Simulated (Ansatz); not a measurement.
## V_K in KTaO3 (Pm-3m): charge-transition levels and formation energies

Wanted: the transition levels of a vacancy in KTaO3 (Pm-3m), from a cell of 40 host atoms with 1 K taken out.

Method: place-levels on LDA runs: charge-transition levels and formation energies with image-charge correction and potential alignment at the atomic sites, in Ansatz 0.2.0.

**What experiment says.**

“Origin of the overall water splitting activity of Ta3N5 revealed by ultrafast transient absorption spectroscopy” (2019, pmc:6540954) quotes from earlier work for KTaO3 (powder from solid-state reaction): band gap (optical absorption onset) about 3.6 eV [Optical absorption onset quoted in passing, not a fitted band gap].

### 1. Set-up

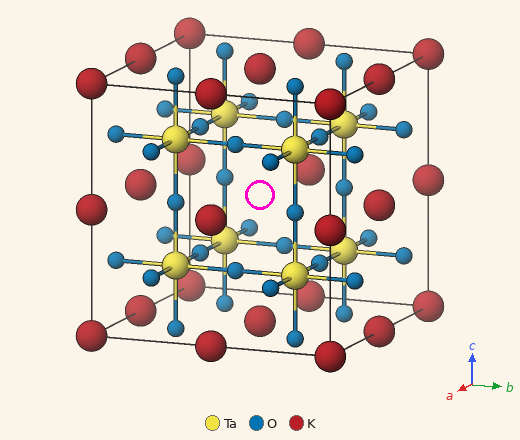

The cell as given, slightly off an axis (tantalum yellow, oxygen blue, potassium red). A ring marks the centre wherever it is empty. Some periodic images of atoms are drawn too.

The cell holds 39 atoms: 8 Ta, 24 O and 7 K. Cell: a = 7.904 Å, b = 7.904 Å, c = 7.904 Å, α = 90.0°, β = 90.0°, γ = 90.0°. It derives from KTaO3 (space group Pm-3m). Nearest the centre at fractional (0.250, 0.250, 0.250): O2 at 2.79 Å, O3 at 2.79 Å, O4 at 2.79 Å, O22 at 2.79 Å, O23 at 2.79 Å, O7 at 2.79 Å, O33 at 2.79 Å, O9 at 2.79 Å.

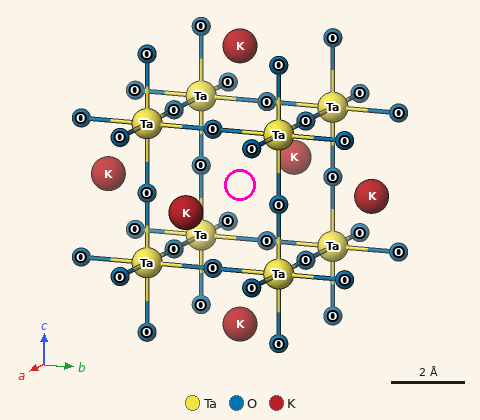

The atoms within 5 Å of the centre. A ring marks the centre wherever it is empty.

Structure file:

```xyz
39
Lattice="7.9040 0.0000 0.0000 0.0000 7.9040 0.0000 0.0000 0.0000 7.9040" Properties=species:S:1:pos:R:3 pbc="T T T"
Ta    0.0000    0.0000    0.0000
O     0.0000    1.9760    0.0000
O     0.0000    0.0000    1.9760
O     1.9760    0.0000    0.0000
K     1.9760    1.9760    5.9280
Ta    0.0000    0.0000    3.9520
O     0.0000    1.9760    3.9520
O     0.0000    0.0000    5.9280
O     1.9760    0.0000    3.9520
K     1.9760    5.9280    1.9760
Ta    0.0000    3.9520    0.0000
O     0.0000    5.9280    0.0000
O     0.0000    3.9520    1.9760
O     1.9760    3.9520    0.0000
K     1.9760    5.9280    5.9280
Ta    0.0000    3.9520    3.9520
O     0.0000    5.9280    3.9520
O     0.0000    3.9520    5.9280
O     1.9760    3.9520    3.9520
K     5.9280    1.9760    1.9760
Ta    3.9520    0.0000    0.0000
O     3.9520    1.9760    0.0000
O     3.9520    0.0000    1.9760
O     5.9280    0.0000    0.0000
K     5.9280    1.9760    5.9280
Ta    3.9520    0.0000    3.9520
O     3.9520    1.9760    3.9520
O     3.9520    0.0000    5.9280
O     5.9280    0.0000    3.9520
K     5.9280    5.9280    1.9760
Ta    3.9520    3.9520    0.0000
O     3.9520    5.9280    0.0000
O     3.9520    3.9520    1.9760
O     5.9280    3.9520    0.0000
K     5.9280    5.9280    5.9280
Ta    3.9520    3.9520    3.9520
O     3.9520    5.9280    3.9520
O     3.9520    3.9520    5.9280
O     5.9280    3.9520    3.9520
```

The host's dielectric constants go in as inputs: 5.45 for the electrons alone, 231.95 with the ions, computed on the host (DFPT, LDA).

The cell's shortest repeat is 7.9 Å.

### 2. Charge states

Levels follow from differences of total energies between charge states, each relaxed by itself.

The atoms start from small random displacements, which break the site symmetry. Forces are taken at one point at (¼, ¼, ¼). The cell holds 1 electron more than the neutral one, with a uniform background that keeps it neutral on the whole.

One of the inputs; charge, spin and start change from state to state.

qm1.relax/input.yaml

```yaml
crystal:
  lattice:
    - [3.95197806, 0.0, 0.0]
    - [0.0, 3.95197806, 0.0]
    - [0.0, 0.0, 3.95197806]
  atoms:
    - { symbol: K, position: [0.5, 0.5, 0.5] }
    - { symbol: Ta, position: [0.0, 0.0, 0.0] }
    - { symbol: O, position: [0.0, 0.5, 0.0] }
    - { symbol: O, position: [0.0, 0.0, 0.5] }
    - { symbol: O, position: [0.5, 0.0, 0.0] }
  supercell: [2, 2, 2]
  defects: [{ vacancy: 0 }]
total_charge: -1
basis:
  ecutwfc: 420
  xc_grid: 2
hamiltonian:
  xc: lda
kpoints:
  mp_grid: { grid: [1, 1, 1], shift: [0.25, 0.25, 0.25] }
scf:
  occupations: { method: fixed }
  max_iter: 60
output:
  forces: true
  charged_corrections: { epsilon: 5.45, static_epsilon: 231.95 }
relax:
  f_tol: 0.03
  max_steps: 80
  random_displacement: { seed: 7161 }
checkpoint:
  write: "../qm1.relax.run"
  compress: false
  write_wavefunctions: true
  write_every: 100000
```

Command:

```sh
$ ansatz run input.yaml --threads 2 --pin off --max-ram 3768MiB --backend cpu --events-out ev --progress --plain --runs-dir out
```

The run of this state that the levels use, under LDA:

qm1.point/input.yaml

```yaml
crystal:
  checkpoint: "../qm1.relax.run"
  host: checkpoint
total_charge: -1
basis:
  ecutwfc: 420
  xc_grid: 2
hamiltonian:
  xc: lda
kpoints:
  mp_grid: { grid: [1, 1, 1], shift: [0.25, 0.25, 0.25] }
scf:
  occupations: { method: fixed }
  max_iter: 60
output:
  forces: true
  eigenvalues: true
  charged_corrections:
    epsilon: 5.45
    static_epsilon: 231.95
    defect_position: [0.25, 0.25, 0.25]
  eigenstates: { localisation: true }
  populations: true
  band_densities: [{ bands: [v1, v1] }, { bands: [c1, c1] }]
  write_density: true
  write_potential: true
  volumetric_format: npy
checkpoint:
  write: "../qm1.point.run"
  compress: false
  write_wavefunctions: false
  write_every: 100000
```

Relaxations under LDA at one point at (¼, ¼, ¼); times on 2 threads of Arm Neoverse N1, shared host:

```
charge  moment (μB)  occupations    outcome  steps  largest displacement against the far atoms (Å)     time
    −1            0        fixed  converged      4                                            0.04     57 s
     0            1        fixed  converged      5                                            0.04  3.6 min
    +1            0        fixed  converged      5                                            0.04  2.3 min
    +1            2        fixed  converged      7                                            0.04  5.6 min
```

Single points under LDA at one point at (¼, ¼, ¼); times on 2 threads of Arm Neoverse N1, shared host:

```
charge  moment (μB)  occupations    outcome  time
    −1            0        fixed  converged  26 s
     0            1        fixed  converged  83 s
    +1            0        fixed  converged  40 s
    +1            2        fixed  converged  87 s
```

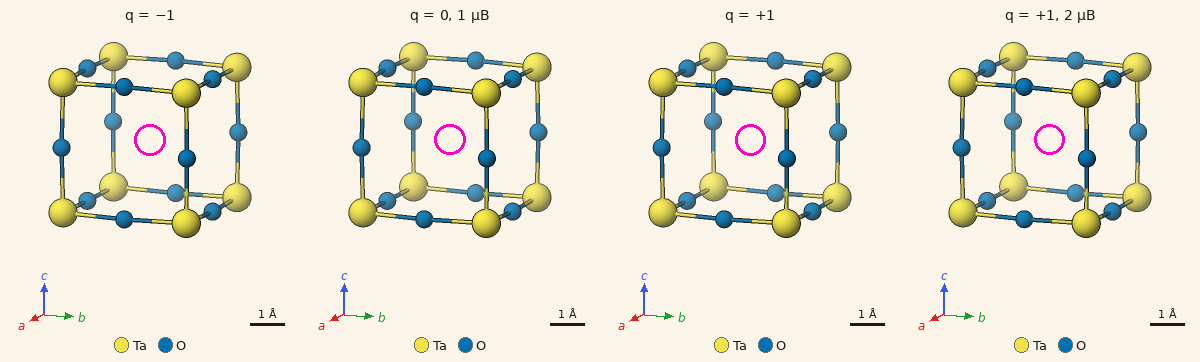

The structures near the centre after relaxation with LDA, by charge. A ring marks the centre wherever it is empty.

Distances (Å) from the ideal centre to the nearest atoms after relaxation with LDA:

```
charge  moment (μB)      1.      2.      3.      4.      5.      6.
    −1            0  O 2.82  O 2.82  O 2.82  O 2.82  O 2.83  O 2.83
     0            1  O 2.82  O 2.82  O 2.82  O 2.82  O 2.83  O 2.83
    +1            0  O 2.81  O 2.82  O 2.82  O 2.82  O 2.82  O 2.83
    +1            2  O 2.81  O 2.81  O 2.82  O 2.82  O 2.83  O 2.83
```

### 3. place-levels, LDA

A charged cell interacts with its images and the background, and its potential has another zero than the host's. place-levels removes the first by a point-charge model, screened by the static dielectric constant since the ions have relaxed around the charge, and the second by comparing potentials at atoms far from the defect.

The host is a run of the defect-free crystal in the same cutoffs, grids and k-points, so that basis and sampling errors cancel in part in the differences. The host is run in a cell of 5 atoms on a matching mesh. Its band edges are searched through the zone by a band path, so the gap is smaller than, or equal to, that on the mesh. Chemical potentials are energies per atom of K (bcc), run with the same functional and cutoff.

levels.point.yaml

```yaml
host:
  run: host.point.run
states: [qm1.point.run, q0_M1.point.run, qp1.point.run, qp1_M2.point.run]
geometry_from:
  qm1.point.run: qm1.relax.run
  q0_M1.point.run: q0_M1.relax.run
  qp1.point.run: qp1.relax.run
  qp1_M2.point.run: qp1_M2.relax.run
chemical_potentials:
  K:
    energy: -1496.252767
    dataset: <sha256 of the dataset>
```

Command:

```sh
$ ansatz place-levels levels.point.yaml -- --threads 2 --pin off --max-ram 3768MiB
```

Numbers of over 12 decimals in the logs are rounded to 6 here.

The log of the run:

```text
[... repeated set-up lines and file paths are left out, and long positions are rounded to six places ...]
(+1/0) 0.000 eV above the valence edge (-0.166 eV without the band-filling correction), 2.135 eV under the conduction edge
(0/-1) 0.000 eV above the valence edge (-0.160 eV without the band-filling correction), 2.135 eV under the conduction edge
formation energy of charge +1: +4.879 eV with the Fermi level at the valence edge
formation energy of charge 0: +4.879 eV with the Fermi level at the valence edge
formation energy of charge -1: +4.879 eV with the Fermi level at the valence edge
  edges by lda, gap 2.135 eV; the host is sampled to repeats of 11.18 Å
  the defect's cells are sampled to repeats of 11.18 Å, like sampling
  charge +1: -101315.6925 eV with its correction of -0.647 eV, at epsilon 231.95, aligned at sites: -0.6583 eV, mean over 19 atomic sites at or beyond 3.95 Å from the defect at [0.2500, 0.2500, 0.2500], with +0.000000 for the charge's moments and without [...]
  charge 0: +0.000 eV for its dipole among its images, +0.000 omitted
  charge -1: -101298.4655 eV with its correction of +0.547 eV, at epsilon 231.95, aligned at sites: -0.5363 eV, mean over 19 atomic sites at or beyond 3.95 Å from the defect at [0.2500, 0.2500, 0.2500], with +0.000000 for the charge's moments and without [...]
  charge +1: states[2] (qp1.point.run) stands 0.069 eV higher, with a moment of 0.00 μB against 2.00
  of states[3] (qp1_M2.point.run): how wide its charge is, is not read beside other atoms or cores, and a band state would take no correction. [...]
  of states[1] (q0_M1.point.run): a band-filling correction moves a carrier to the host's band edge, which changes its energy by -0.160 eV; [...]
  of states[0] (qm1.point.run): how wide its charge is, is not read beside other atoms or cores, and a band state would take no correction. [...]
  of states[2] (qp1.point.run): how wide its charge is, is not read beside other atoms or cores, and a band state would take no correction. [...]
```

It took 0.31 s on 2 threads of Arm Neoverse N1, shared host.

Levels between the charges placed, in eV above the valence top:

```
     gap (eV)  (+1/0)  (0/−1)
LDA      2.14    0.00    0.00
```

Corrections by state:

```
charge  moment (μB)  image terms and alignment (eV)  band filling (eV)  ε used  over the lowest of its charge, as the program ranks them, band filling apart (eV)
    +1          2.0                          -0.647             -0.326  231.95                                                                              0.000
     0          1.0                           0.000             -0.160       -                                                                              0.000
    −1          0.0                           0.547                  -  231.95                                                                              0.000
    +1          0.0                          -0.650                  -  231.95                                                                              0.069
```

From the program's caveats on the states, each cut to its opening words:

- charge +1 (2 μB), −1, +1: how wide its charge is, is not read beside other atoms or cores, and a band state would take no correction
- charge +1 (2 μB): a band-filling correction moves a carrier to the host's band edge, which changes its energy by -0.326 eV
- charge +1 (2 μB): its alignment with the host at atomic sites is doubtful: the mean over the far sites moves by -0.0684 eV from their farther parts to their nearer, more than [...]
- charge 0 (1 μB): a band-filling correction moves a carrier to the host's band edge, which changes its energy by -0.160 eV
- charge 0 (1 μB): its alignment with the host at atomic sites is doubtful: the mean over the far sites moves by -0.0847 eV from their farther parts to their nearer, more than [...]
- charge −1: its alignment with the host at atomic sites is doubtful: the mean over the far sites moves by -0.0938 eV from their farther parts to their nearer, more than [...]
- charge +1: its alignment with the host at atomic sites is doubtful: the mean over the far sites moves by -0.0779 eV from their farther parts to their nearer, more than [...]

Chemical potentials of the elements' reference phases, run alike. Formation energy by charge state (elemental references; gap 2.14 eV):

```
charge  at valence top (eV)  at conduction bottom (eV)  correction included (eV)
    +1                 4.88                       7.01                     -0.97
     0                 4.88                       4.88                     -0.16
    −1                 4.88                       2.74                      0.55
```

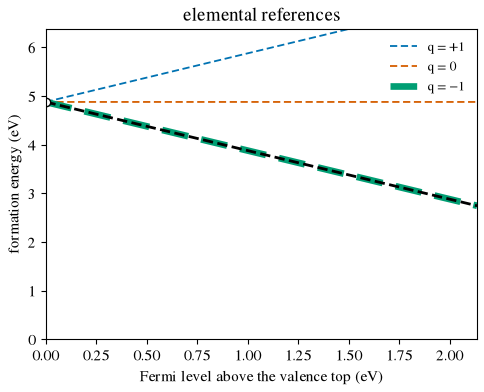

Formation energy against Fermi level; the thick line follows the lowest charge state and circles mark the transition levels.

The charge transition levels (eV, zero at the valence-band top of the host):

```
     conduction bottom  valence top
V_K               2.14         0.00
```

```
      level  energy (eV)
V_K  (+1/0)         0.00
V_K  (0/−1)         0.00
```

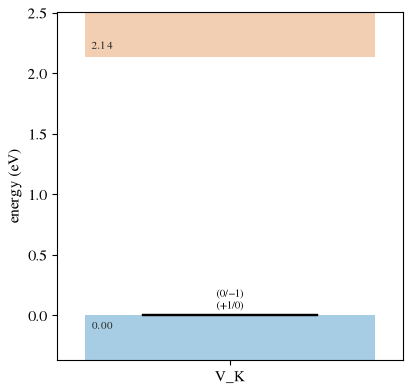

Charge transition levels. Shaded: valence and conduction bands.

### 4. Results

```yaml
gap_of_the_host: 2.14 eV (LDA)
level_plus_1_over_0: 0.00 eV above the valence top (-0.17 eV above the valence top without the band-filling term)
level_0_minus_1: 0.00 eV above the valence top (-0.16 eV above the valence top without the band-filling term)
lowest_of_the_charges_placed_just_above_the_valence_top_0p02_ev: −1
lowest_of_the_charges_placed_just_below_the_conduction_bottom_0p02_ev: −1
lowest_formation_energy_at_mid_gap_of_the_charges_run_elemental_references: 3.81 eV
```

Of the charges placed (−1, 0 and +1), −1 is the lowest from 0.02 eV above the valence top to 0.02 eV below the conduction bottom, a gap of 2.14 eV. Charges below −1 were not placed, so these runs say nothing of levels that involve them. States placed: +1 at 2 μB and 0 μB; 0 at 1 μB; −1 at 0 μB. Other spin states or structures, where not listed, weren't placed. The program finds carriers beyond a band edge of the host and adds a band-filling term at charge 0 (-0.16 eV) and +1 (-0.33 eV); steps to such a charge show no bound level, and a defect level inside a band would be read the same way. The program doubts the alignment of potentials for at least one state, a sign that the cell is small. What this leaves open: one k-point off the zone centre stands for the whole zone; the images are only 7.9 Å apart; the static dielectric constant is over ten times the electronic one, which points to a soft mode and may be far too large; LDA makes the gap too small and tends to spread out bound carriers; where a gas molecule sets a chemical potential or the host's formation energy, its binding is uncorrected; spin–orbit coupling, which can matter with heavy atoms, is left out.

Calculation against experiment:

| quantity | measured | LDA |
| --- | --- | --- |
| band gap (least gap of the host; the measured gap is an optical one, which needn't be the least gap) (eV) | 3.6 | 2.14 (-1.46 eV) |

Measured values from pmc:6540954 (2019).

How well it matches: The band gap is off by -1.46 eV. Local and semilocal functionals usually give gaps below the measured ones. An optical gap can lie under the band gap by the exciton's binding. Spin-orbit coupling, left out here, can change the gap with such heavy elements. Zero-point and thermal motion shift the measured gap.

[Logs are printed without paths, hosts, clocks, repeated set-up lines and the standing remarks that a program may print on its own settings, such as how far it seeks lower states.]

[Hosts, paths, dates, database ids (printed as entryN), source tags and the programs' standing remarks are cut or masked in the printed files.]

[Where a table of states has a column of steps, it counts the stored structures, which are thinned; the runs took as many ionic steps or more.]

[A defect's name tells the site on which it was built; relaxed atoms can leave that site.]

[For some hosts the program warned that the k-mesh of the response run may be too coarse for force constants and the static dielectric constant; such warnings are not shown here.]
